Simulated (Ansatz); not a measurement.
**What a change does: single-point calculation on AlP**

System: AlP (2 atoms in the cell).
Method of run A: DFT r2SCAN+D3(BJ), scalar-relativistic, plane waves, PAW, no spin polarisation (Ansatz 0.2.0).

Text and figures count atoms from 1; the logs count them from 0 in places.

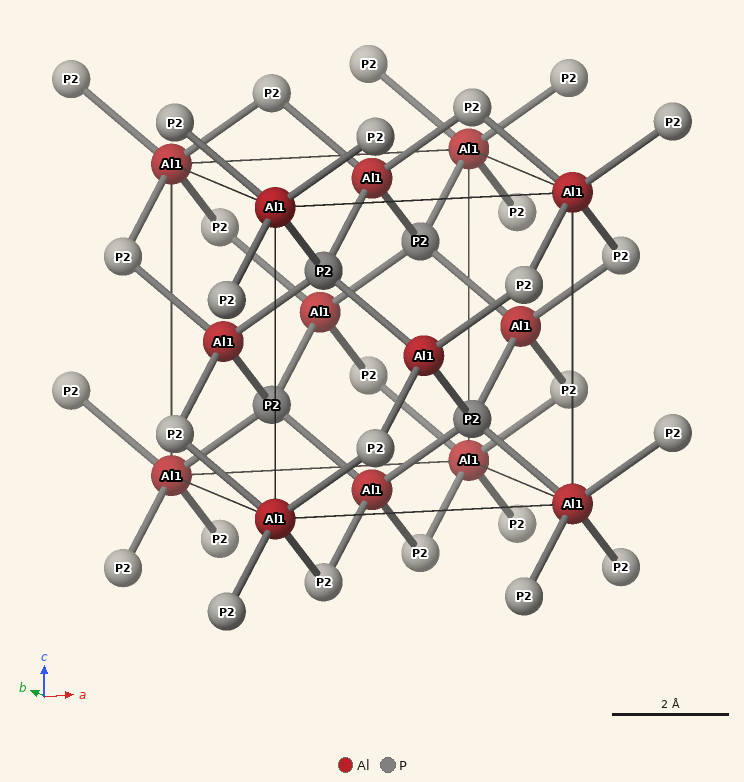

The input geometry (ball-and-stick view of the cell 4 times as large as that of the calculation, set on its symmetry axes, seen slightly off an axis; neighbours outside the cell are drawn fainter; atoms are numbered from 1 in the order of the input).

### The input, run A
```yaml
crystal:
  lattice:
    - [0.0, 2.7285, 2.7285]
    - [2.7285, 0.0, 2.7285]
    - [2.7285, 2.7285, 0.0]
  atoms:
    - { symbol: Al, position: [0.0, 0.0, 0.0] }
    - { symbol: P, position: [0.25, 0.25, 0.25] }
basis:
  ecutwfc: 500
kpoints:
  mp_grid: { grid: [8, 8, 8] }
hamiltonian:
  xc: r2scan
  dispersion: d3bj
scf:
  occupations: { method: gaussian, width: 0.02 }
output:
  forces: true
  stress: true
  eigenvalues: true
```

Command:
```bash
ansatz run input.yaml --threads 1 --pin off --max-ram 2560MiB --backend cpu --events-out ev --progress --plain --runs-dir out
```

Hardware: 1 thread of Arm Neoverse N1, 54 GiB of memory available, shared host.

### Output, shortened to warnings, some set-up lines, iterations and results (run A)
```
Warning: the engine holds no damping parameters fitted to this dispersion correction and functional, so the run takes those fitted to r2scan beside the three-body term, which d3bj leaves out (hamiltonian.dispersion, under Limitations)
Basis set: ecut = 500 eV, 965 PW (Γ), exchange–correlation on 120×120×120 points (64 copies of the dense FFT grid, shifted against one another)
Symmetry: 24 space group operations
k-points: 29 of 512 (time reversal used)
Initial density: superposition of atomic densities (neutral atoms: chi_scale 0, normalization atom), corrected by the library's trained network
[...]
SCF iter   1: F=—  HF=-1301.325006 eV  |F-HF|=—  |Δ(HF+E_count)|=         —  Δρ=2.86e-3  dr2=2.93e-3  dr2_τ=1.34e-2  ethr=1.77e-3  ⟨swp⟩=6.4  Hψ=2264  notcnv=0
SCF iter   2: F=—  HF=-1301.356184 eV  |F-HF|=—  |Δ(HF+E_count)|=   3.12e-2  Δρ=1.94e-3  dr2=1.29e-3  dr2_τ=1.84e-5  ethr=3.66e-5  ⟨swp⟩=3.2  Hψ=822  notcnv=0
SCF iter   3: F=—  HF=-1301.356312 eV  |F-HF|=—  |Δ(HF+E_count)|=   1.28e-4  Δρ=8.30e-4  dr2=5.10e-4  dr2_τ=7.22e-6  ethr=1.61e-5  ⟨swp⟩=2.2  Hψ=464  notcnv=0
SCF iter   4: F=—  HF=-1301.356206 eV  |F-HF|=—  |Δ(HF+E_count)|=   1.06e-4  Δρ=1.75e-4  dr2=1.96e-5  dr2_τ=2.23e-7  ethr=6.38e-6  ⟨swp⟩=2.5  Hψ=353  notcnv=0
SCF iter   5: F=—  HF=-1301.356210 eV  |F-HF|=—  |Δ(HF+E_count)|=   3.94e-6  Δρ=3.92e-5  dr2=5.28e-7  dr2_τ=1.24e-8  ethr=2.45e-7  ⟨swp⟩=2.0  Hψ=345  notcnv=0
SCF iter   6: F=-1301.356210 eV  HF=-1301.356210 eV  |F-HF|=1.91e-9  |Δ(HF+E_count)|=   1.87e-7  Δρ=2.81e-6  dr2=2.54e-9  dr2_τ=8.43e-11  ethr=1.25e-9  ⟨swp⟩=7.1  Hψ=1446  …
SCF 1 converged in 6 iterations: F = -1301.356210 eV  dr2 = 2.54e-9
SCF converged after 6 iterations
Free energy (F): -1301.356210 eV
Harris-Foulkes:  -1301.356210 eV  (|F-HF|=1.91e-9)
Internal energy: -1301.356210 eV  (E = F + TS)
E sigma→0 (E₀):  -1301.356210 eV
Fermi energy:    5.853771 eV
--- Per-component energies (eV) ---
  E_band       = 2.383990
  E_kinetic    = 94.318082
  E_local      = -81.472176  (includes V_loc(G=0)·N_el)
  E_nonlocal   = 43.425867
  E_hartree    = 25.153281
  E_xc         = -95.811144
  E_vxc        = -96.877332  (∫ρ·V_xc dr)
  E_paw        = -1049.114902  (= ΣΔE_a)
  E_vpaw       = -11.397174  (= ΣTr[D̂ρ^β])
  E_aug_tail   = -0.000000  (compensation charges beyond the density's cutoff)
  E_vtau       = 4.080442  (kinetic-family band-sum trace: ∫τ·v_τ [+ j·A + Jᵃ·Aᵃ] dr)
  E_ewald      = -237.412591
  E_disp       = -0.291676  (pairwise vdW)
  E_core_change = -0.150950  (= ΣΔE_core)
  E_smearing   = -0.000000  (= −TS)
  E_closure    = -0.000000  (closes the sum)
  Σ components = -1301.356210   (vs F -1301.356210, Δ=0.00e0)
--- Forces (eV/Å), atoms counted from 1 ---
  atom   1  Al     0.00000000    -0.00000000     0.00000000
  atom   2  P     -0.00000000     0.00000000     0.00000000
  max |Σ_I F_I| component: 5.55e-17 eV/Å
--- Stress (GPa, compression-positive) ---
       -0.045083       0.000000      -0.000000
       -0.000000      -0.045083       0.000000
       -0.000000       0.000000      -0.045083
  P = ⅓ Tr σ = -0.0451 GPa (-0.451 kbar)
```

The input of run B differs as follows (lines with − go, lines with + come):
```diff
-    - [0.0, 2.7285, 2.7285]
-    - [2.7285, 0.0, 2.7285]
-    - [2.7285, 2.7285, 0.0]
+    - [0.0, 2.6823, 2.6823]
+    - [2.6823, 0.0, 2.6823]
+    - [2.6823, 2.6823, 0.0]
-  mp_grid: { grid: [8, 8, 8] }
+  mp_grid: { grid: [10, 10, 10] }
```

How does run B compare with run A?

With the same functional and potentials, run B lies 15.3 meV per atom higher (other lines of the input change too). The gap on the mesh goes from 1.91 to 1.81 eV. The pressure goes from −0.05 to 5.22 GPa. The volume per atom goes from 20.31 to 19.30 Å³. The number of SCF iterations is the same. The irreducible k-points go from 29 to 47. The plane waves at Γ go from 965 to 941.

### Output, shortened to warnings, some set-up lines, iterations and results (run B)
```
Warning: the engine holds no damping parameters fitted to this dispersion correction and functional, so the run takes those fitted to r2scan beside the three-body term, which d3bj leaves out (hamiltonian.dispersion, under Limitations)
Basis set: ecut = 500 eV, 941 PW (Γ), exchange–correlation on 120×120×120 points (64 copies of the dense FFT grid, shifted against one another)
Symmetry: 24 space group operations
k-points: 47 of 1000 (time reversal used)
Initial density: superposition of atomic densities (neutral atoms: chi_scale 0, normalization atom), corrected by the library's trained network
[...]
SCF iter   1: F=—  HF=-1301.290079 eV  |F-HF|=—  |Δ(HF+E_count)|=         —  Δρ=2.90e-3  dr2=2.60e-3  dr2_τ=1.61e-2  ethr=1.77e-3  ⟨swp⟩=6.2  Hψ=3632  notcnv=0
SCF iter   2: F=—  HF=-1301.325469 eV  |F-HF|=—  |Δ(HF+E_count)|=   3.54e-2  Δρ=2.04e-3  dr2=1.27e-3  dr2_τ=1.96e-5  ethr=3.25e-5  ⟨swp⟩=3.4  Hψ=1374  notcnv=0
SCF iter   3: F=—  HF=-1301.325605 eV  |F-HF|=—  |Δ(HF+E_count)|=   1.36e-4  Δρ=9.41e-4  dr2=5.72e-4  dr2_τ=7.13e-6  ethr=1.58e-5  ⟨swp⟩=2.1  Hψ=754  notcnv=0
SCF iter   4: F=—  HF=-1301.325533 eV  |F-HF|=—  |Δ(HF+E_count)|=   7.24e-5  Δρ=2.14e-4  dr2=2.62e-5  dr2_τ=2.58e-7  ethr=7.15e-6  ⟨swp⟩=2.6  Hψ=671  notcnv=0
SCF iter   5: F=—  HF=-1301.325538 eV  |F-HF|=—  |Δ(HF+E_count)|=   5.39e-6  Δρ=3.66e-5  dr2=4.07e-7  dr2_τ=9.23e-9  ethr=3.28e-7  ⟨swp⟩=2.0  Hψ=559  notcnv=0
SCF iter   6: F=-1301.325538 eV  HF=-1301.325538 eV  |F-HF|=1.58e-9  |Δ(HF+E_count)|=   1.39e-7  Δρ=2.09e-6  dr2=8.06e-10  dr2_τ=6.20e-11  ethr=1.25e-9  ⟨swp⟩=7.0  Hψ=2275  …
SCF 1 converged in 6 iterations: F = -1301.325538 eV  dr2 = 8.06e-10
SCF converged after 6 iterations
Free energy (F): -1301.325538 eV
Harris-Foulkes:  -1301.325538 eV  (|F-HF|=1.58e-9)
Internal energy: -1301.325538 eV  (E = F + TS)
E sigma→0 (E₀):  -1301.325538 eV
Fermi energy:    6.310385 eV
--- Per-component energies (eV) ---
  E_band       = 5.401020
  E_kinetic    = 96.076478
  E_local      = -77.776149  (includes V_loc(G=0)·N_el)
  E_nonlocal   = 43.966118
  E_hartree    = 24.232141
  E_xc         = -96.541617
  E_vxc        = -97.855236  (∫ρ·V_xc dr)
  E_paw        = -1049.322800  (= ΣΔE_a)
  E_vpaw       = -11.575796  (= ΣTr[D̂ρ^β])
  E_aug_tail   = -0.000000  (compensation charges beyond the density's cutoff)
  E_vtau       = 4.101462  (kinetic-family band-sum trace: ∫τ·v_τ [+ j·A + Jᵃ·Aᵃ] dr)
  E_ewald      = -241.501791
  E_disp       = -0.306967  (pairwise vdW)
  E_core_change = -0.150950  (= ΣΔE_core)
  E_smearing   = -0.000000  (= −TS)
  E_closure    = 0.000000  (closes the sum)
  Σ components = -1301.325538   (vs F -1301.325538, Δ=0.00e0)
--- Forces (eV/Å), atoms counted from 1 ---
  atom   1  Al     0.00000000    -0.00000000     0.00000000
  atom   2  P     -0.00000000     0.00000000    -0.00000000
  max |Σ_I F_I| component: 1.02e-16 eV/Å
--- Stress (GPa, compression-positive) ---
        5.216102       0.000000       0.000000
        0.000000       5.216102       0.000000
       -0.000000       0.000000       5.216102
  P = ⅓ Tr σ = 5.2161 GPa (52.161 kbar)
```

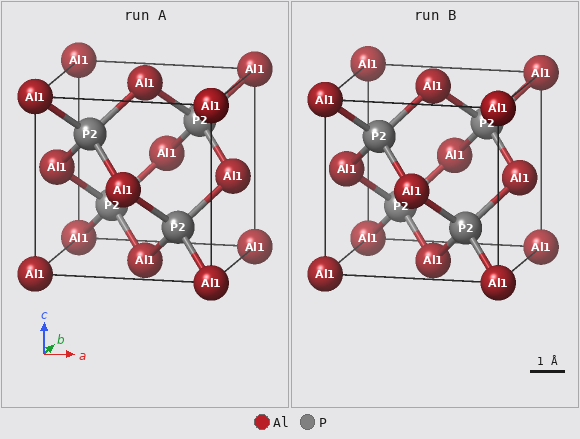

The two input geometries at one scale (ball-and-stick view of the cell 4 times as large as that of the calculation, set on its symmetry axes, seen slightly off an axis). No atom moves by more than 0.005 Å relative to the cell. The volume changes by −5.0 %, with a = b = c 5.457 → 5.365 Å (−1.7 %). Among the contacts that change: Al1–P2 2.363 → 2.323 Å.

### The two runs side by side

| quantity | run A | run B |
| --- | --- | --- |
| outcome | converged | converged |
| free energy per atom (eV) | −650.6781 | −650.6628 |
| gap on the mesh (eV) | 1.91 | 1.81 |
| pressure (GPa) | −0.05 | 5.22 |
| volume per atom (Å³) | 20.31 | 19.30 |
| largest force (eV/Å) | 0.000 | 0.000 |
| SCF iterations | 6 | 6 |
| irreducible k-points | 29 | 47 |
| plane waves at Γ | 965 | 941 |
| wall time (shared host) | 5.7 s | 7.6 s |

For both runs: Warnings: the dispersion correction has no parameters fitted for this combination and takes those fitted for r2SCAN with other terms. For run B: The cell is under a pressure of 5.2 GPa at this level, so it is not at its equilibrium volume.
